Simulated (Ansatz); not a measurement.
# La5O: what the fields show

```yaml
crystal:
  lattice:
    - [7.78691, 0.00000, 0.00000]
    - [-3.89345, 6.74366, 0.00000]
    - [0.00000, 0.00000, 3.50230]
  atoms:
    - { symbol: La, position: [0.74744, 0.00000, 0.00000] }
    - { symbol: La, position: [0.66667, 0.33333, 0.50000] }
    - { symbol: La, position: [0.25256, 0.25256, 0.00000] }
    - { symbol: La, position: [0.33333, 0.66667, 0.50000] }
    - { symbol: La, position: [0.00000, 0.74744, 0.00000] }
    - { symbol: O, position: [0.00000, 0.00000, 0.50000] }
```

Space group P-62m; a structure generated by program, which may or may not match a known phase; computed without spin polarisation.

Method: DFT PBE, scalar-relativistic, plane waves, PAW (Ansatz 0.2.0).

The density is the valence pseudo-density of a PAW calculation; it isn't the true density close to the nuclei.

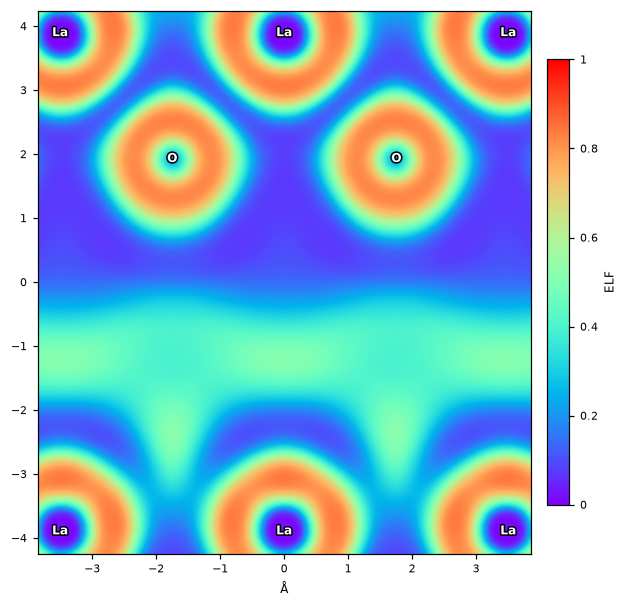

Figure 1. Electron localisation function on the (11̄0) plane of the conventional cell.

### Describe what can be read from this map.

The section cuts through La and O sites. La–O (2.63 Å): the ELF is about 0.15 at the midpoint (no localised pair shows between them). The features right at La lie inside the PAW spheres, where the map follows smoothed inner orbitals and isn't to be read closely.

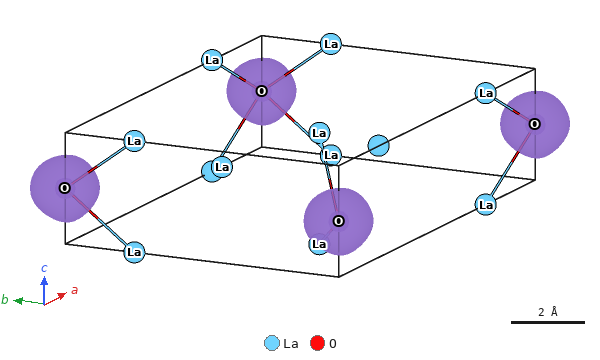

Figure 2. Isosurface of the ELF at 0.6 (purple), seen at an oblique angle. Only the valence region is drawn (cores and ρ < 0.01 e/Å³ removed). Sticks mark near contacts.

### Where are the electrons localised?

The ELF exceeds this value in one region wrapped around O (its valence shell), counted in one cell of 6 atoms. Regions shared between cells count once.

### How much charge does the calculation move between the atoms?

Electrons move from La towards O. Bader charges: La −0.18 to +0.58 and O −1.38 e.

### Metal or insulator at this level of theory?

It is gapless in this calculation (a metal or semimetal).
